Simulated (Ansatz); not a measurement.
# WS₂: single-point calculation (part 2 of 2)

WS₂ (slab, 27 atoms in the cell); DFT PBE+D3(BJ), scalar-relativistic, plane waves, PAW, no spin polarisation (Ansatz 0.2.0); cutoff 420 eV, 2×2×1 k-mesh, Gaussian smearing of 0.05 eV. The structure derives from an entry of the Crystallography Open Database. It belongs to a series of runs on one base structure; here: the slab at its places in the relaxed adsorbed structure.

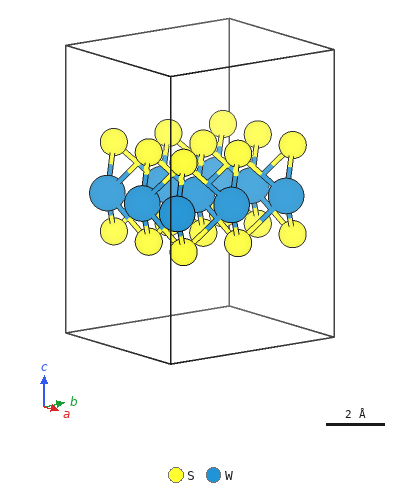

*The structure as given in the input (ball-and-stick view of the cell of the calculation, with the vacuum cut short, seen slightly off an axis). An atom can appear more than once, as a periodic image.*

## Output, continued
```
  k-point 0: bands = ["-74.7159", "-74.7024", "-74.7024", "-74.7023", "-74.7016", "-74.7013", "-74.7008", "-74.6948", "-74.6944", "-39.1041", "-39.1040", "-39.1038", "-39.1035", "-39.1034", "-39.1032", "-39.1009", "-39.1002", "-39.0657", "-39.0656", "-39.0148", "-38.9648", "-38.9647", "-38.9647", "-38.9642", "-38.9640", "-38.9639", "-38.9391", "-38.9390", "-38.8957", "-38.8956", "-38.8953", "-38.8952", "-38.8949", "-38.8947", "-38.8311", "-38.8311", "-15.6276", "-14.1127", "-14.1095", "-14.1073", "-14.1056", "-14.1053", "-14.1052", "-13.9946", "-13.4387", "-13.4379", "-13.4371", "-13.4364", "-13.4358", "-13.4352", "-13.1009", "-13.0989", "-13.0334", "-13.0321", "-7.2189", "-6.6223", "-6.6212", "-6.6089", "-6.6084", "-6.6069", "-6.6052", "-6.6040", "-6.6033", "-6.1975", "-6.1948", "-5.3581", "-5.3572", "-5.3563", "-5.3553", "-5.3537", "-5.3529", "-5.3233", "-5.3212", "-5.3094", "-5.3088", "-5.3076", "-5.3064", "-5.3052", "-5.3032", "-4.6869", "-4.6862", "-4.0846", "-4.0822", "-3.8463", "-3.8450", "-3.8432", "-3.8418", "-3.8406", "-3.8391", "-3.5999", "-3.5998", "-3.2276", "-3.2231", "-2.9925", "-2.7718", "-2.7705", "-2.7700", "-2.7681", "-2.7648", "-2.7597", "-2.3523", "-2.3516", "-2.3373", "-2.3352", "-2.3335", "-2.3295", "-2.3284", "-2.3280", "-2.0361", "-2.0359", "-2.0349", "-2.0343", "-2.0335", "-2.0329", "-0.9319", "-0.7889", "-0.7881", "1.1397", "1.1401", "1.7849", "1.7863", "1.7877", "1.7898", "1.7929", "1.7970", "1.8284", "1.8301", "1.8335", "1.8341", "1.8369", "1.8396", "2.1545", "2.1552", "2.2850", "2.2853", "2.4968", "2.4981", "2.8760", "2.8767", "2.8782", "2.8803", "2.8845", "2.8855", "3.2819"]
  k-point 1: bands = ["-74.7114", "-74.7112", "-74.7044", "-74.7039", "-74.6978", "-74.6976", "-74.6972", "-74.6967", "-74.6959", "-39.1918", "-39.1471", "-39.1469", "-39.1467", "-39.1464", "-39.0422", "-39.0420", "-38.9982", "-38.9980", "-38.9729", "-38.9728", "-38.9636", "-38.9634", "-38.9629", "-38.9628", "-38.9478", "-38.9478", "-38.9475", "-38.9473", "-38.9468", "-38.9236", "-38.9231", "-38.9164", "-38.9021", "-38.9020", "-38.8527", "-38.8526", "-15.1748", "-15.1737", "-14.4052", "-14.4030", "-13.8256", "-13.8247", "-13.5382", "-13.5372", "-13.4589", "-13.4552", "-13.4544", "-13.4528", "-13.4296", "-13.2086", "-13.1899", "-13.1891", "-13.1887", "-13.1879", "-7.3406", "-6.7945", "-6.7931", "-6.7930", "-6.7913", "-6.6972", "-6.6968", "-6.1434", "-6.1423", "-6.0824", "-6.0816", "-6.0813", "-6.0804", "-6.0131", "-5.4083", "-5.4049", "-5.2495", "-5.0739", "-5.0720", "-5.0712", "-5.0711", "-4.7825", "-4.7811", "-4.6117", "-4.6078", "-4.3305", "-4.3272", "-4.3270", "-4.3244", "-4.2690", "-4.2673", "-4.1877", "-4.0018", "-3.9984", "-3.5880", "-3.5869", "-3.5856", "-3.5844", "-3.1668", "-3.1652", "-3.0370", "-3.0369", "-2.9889", "-2.9688", "-2.9673", "-2.8257", "-2.8240", "-2.8220", "-2.8177", "-2.2166", "-2.2136", "-2.1757", "-2.1734", "-1.9975", "-1.7403", "-1.6702", "-1.6678", "-1.4035", "-1.3991", "-1.3975", "-1.3924", "-1.2207", "-1.2189", "1.2020", "1.2043", "1.5491", "1.5522", "1.7891", "1.7923", "1.7933", "1.7991", "1.9553", "1.9598", "2.0452", "2.0500", "2.0625", "2.0634", "2.1725", "2.2338", "2.2341", "2.5838", "2.6019", "2.6021", "2.6033", "2.6038", "2.8640", "2.8650", "2.8734", "2.8748", "2.8787"]
  k-point 2: bands = ["-74.7116", "-74.7108", "-74.7043", "-74.7041", "-74.6978", "-74.6975", "-74.6972", "-74.6967", "-74.6960", "-39.1918", "-39.1472", "-39.1469", "-39.1465", "-39.1464", "-39.0423", "-39.0419", "-38.9982", "-38.9980", "-38.9729", "-38.9728", "-38.9635", "-38.9633", "-38.9630", "-38.9628", "-38.9479", "-38.9478", "-38.9475", "-38.9473", "-38.9468", "-38.9236", "-38.9231", "-38.9164", "-38.9023", "-38.9018", "-38.8527", "-38.8525", "-15.1764", "-15.1722", "-14.4047", "-14.4034", "-13.8260", "-13.8242", "-13.5379", "-13.5376", "-13.4583", "-13.4552", "-13.4545", "-13.4531", "-13.4297", "-13.2084", "-13.1897", "-13.1895", "-13.1886", "-13.1879", "-7.3405", "-6.7936", "-6.7932", "-6.7928", "-6.7923", "-6.6984", "-6.6956", "-6.1432", "-6.1424", "-6.0832", "-6.0828", "-6.0801", "-6.0797", "-6.0132", "-5.4084", "-5.4047", "-5.2496", "-5.0732", "-5.0725", "-5.0713", "-5.0709", "-4.7818", "-4.7816", "-4.6115", "-4.6081", "-4.3298", "-4.3284", "-4.3262", "-4.3241", "-4.2689", "-4.2675", "-4.1879", "-4.0006", "-3.9992", "-3.5887", "-3.5869", "-3.5849", "-3.5847", "-3.1675", "-3.1643", "-3.0373", "-3.0366", "-2.9887", "-2.9707", "-2.9661", "-2.8258", "-2.8238", "-2.8217", "-2.8185", "-2.2152", "-2.2149", "-2.1762", "-2.1727", "-1.9976", "-1.7401", "-1.6697", "-1.6687", "-1.4035", "-1.4001", "-1.3959", "-1.3929", "-1.2198", "-1.2196", "1.2025", "1.2040", "1.5492", "1.5522", "1.7886", "1.7910", "1.7947", "1.7992", "1.9555", "1.9593", "2.0449", "2.0503", "2.0617", "2.0637", "2.1726", "2.2334", "2.2345", "2.5838", "2.6015", "2.6026", "2.6031", "2.6041", "2.8634", "2.8659", "2.8742", "2.8764", "2.8775"]
  k-point 3: bands = ["-74.7117", "-74.7108", "-74.7043", "-74.7041", "-74.6978", "-74.6975", "-74.6972", "-74.6967", "-74.6960", "-39.1918", "-39.1470", "-39.1469", "-39.1467", "-39.1465", "-39.0423", "-39.0419", "-38.9984", "-38.9977", "-38.9729", "-38.9728", "-38.9635", "-38.9633", "-38.9631", "-38.9628", "-38.9479", "-38.9478", "-38.9474", "-38.9472", "-38.9471", "-38.9239", "-38.9228", "-38.9164", "-38.9022", "-38.9019", "-38.8527", "-38.8525", "-15.1762", "-15.1724", "-14.4045", "-14.4037", "-13.8258", "-13.8244", "-13.5383", "-13.5371", "-13.4588", "-13.4559", "-13.4533", "-13.4529", "-13.4299", "-13.2086", "-13.1898", "-13.1895", "-13.1885", "-13.1877", "-7.3406", "-6.7950", "-6.7930", "-6.7923", "-6.7915", "-6.6975", "-6.6965", "-6.1431", "-6.1426", "-6.0838", "-6.0823", "-6.0798", "-6.0797", "-6.0131", "-5.4084", "-5.4048", "-5.2495", "-5.0741", "-5.0729", "-5.0712", "-5.0701", "-4.7828", "-4.7808", "-4.6153", "-4.6040", "-4.3307", "-4.3276", "-4.3263", "-4.3247", "-4.2686", "-4.2674", "-4.1878", "-4.0038", "-3.9964", "-3.5894", "-3.5871", "-3.5850", "-3.5834", "-3.1692", "-3.1628", "-3.0380", "-3.0360", "-2.9888", "-2.9700", "-2.9661", "-2.8257", "-2.8243", "-2.8221", "-2.8174", "-2.2191", "-2.2107", "-2.1759", "-2.1735", "-1.9974", "-1.7403", "-1.6701", "-1.6681", "-1.4013", "-1.3997", "-1.3967", "-1.3947", "-1.2223", "-1.2173", "1.2014", "1.2049", "1.5476", "1.5536", "1.7904", "1.7915", "1.7934", "1.7985", "1.9521", "1.9630", "2.0457", "2.0494", "2.0621", "2.0638", "2.1726", "2.2337", "2.2342", "2.5839", "2.6020", "2.6022", "2.6031", "2.6038", "2.8641", "2.8651", "2.8730", "2.8741", "2.8772"]
```

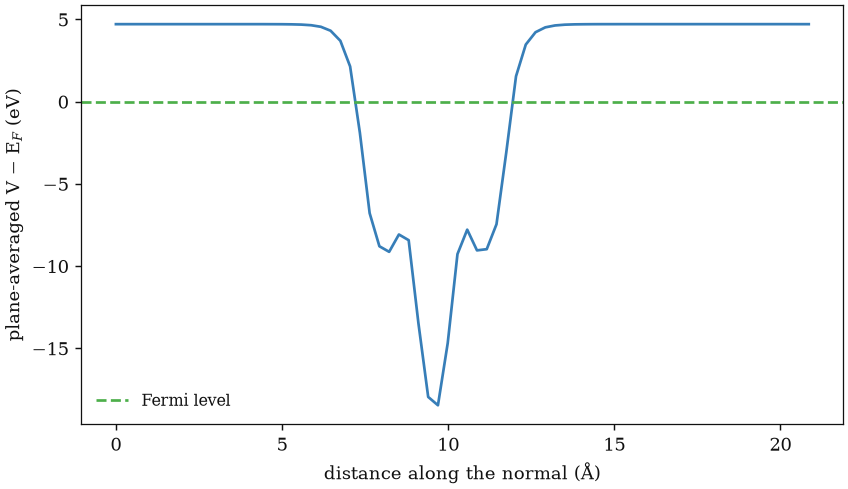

*Plane average of the electrostatic potential energy of an electron across the cell, from the Fermi level.*

The vacuum level lies 4.72 eV above the Fermi level.

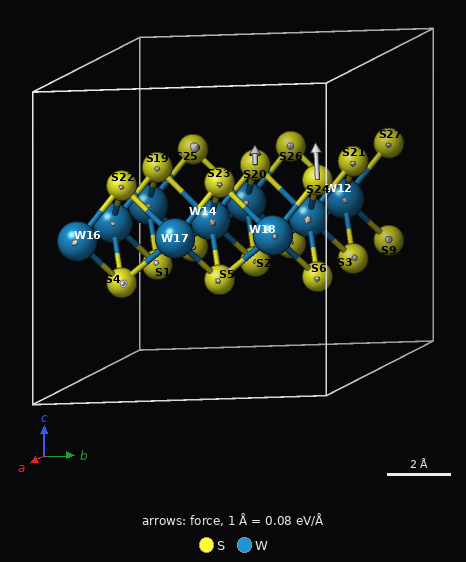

*Forces on the atoms as white arrows (ball-and-stick view of the cell of the calculation, with the vacuum cut short, seen slightly off an axis; atoms are numbered from 1 in the order of the input); the smallest are left out.*

The largest act on S24 (0.10 eV/Å); S20 (0.05 eV/Å); S25 (0.03 eV/Å). The geometry is not a stationary point of this energy.

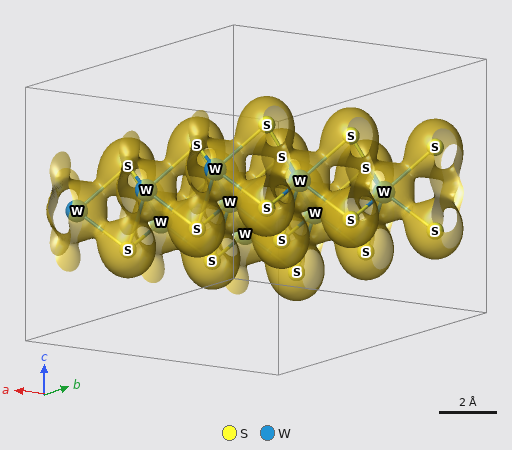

*Isosurface of the valence charge density (pseudo) at 0.5 e/Å³ (yellow), seen at an oblique angle. Sticks mark near contacts.*

At this value the density is joined into sheets; it holds about 70 % of the electrons treated as valence (semicore included). On the grid the lowest density along these lines, outside the cores, is 0.63 e/Å³ (W–S, 2.41 Å). In a PAW calculation such maps are meaningful between the atoms, not at the nuclei.

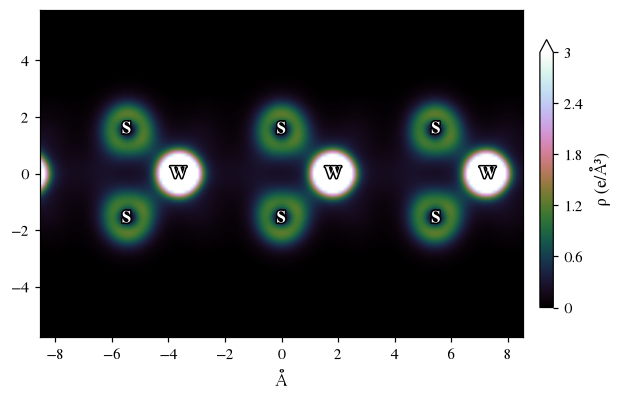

*Valence electron density on the (110) plane of the calculation cell, a cut from vacuum to vacuum.*

W–S (2.41 Å): ρ at the midpoint is about 0.63 e/Å³. The density dies away to nearly zero in the vacuum.

## Results in brief

- outcome: converged
- electrons treated: 234
- free energy: −109731.2112 eV
- work function, top face: 4.72 eV
- work function, bottom face: 4.72 eV
- Fermi energy: 0.176 eV
- gap on the k-point mesh: 1.93 eV
- work function (upper face): 4.72 eV
- largest force (length of the vector): 0.097 eV/Å
- wall time: 42 s (CPU time 2.4 min)
- peak memory: 4.4 GiB

## Remarks

Spin–orbit coupling is left out, which matters for W.
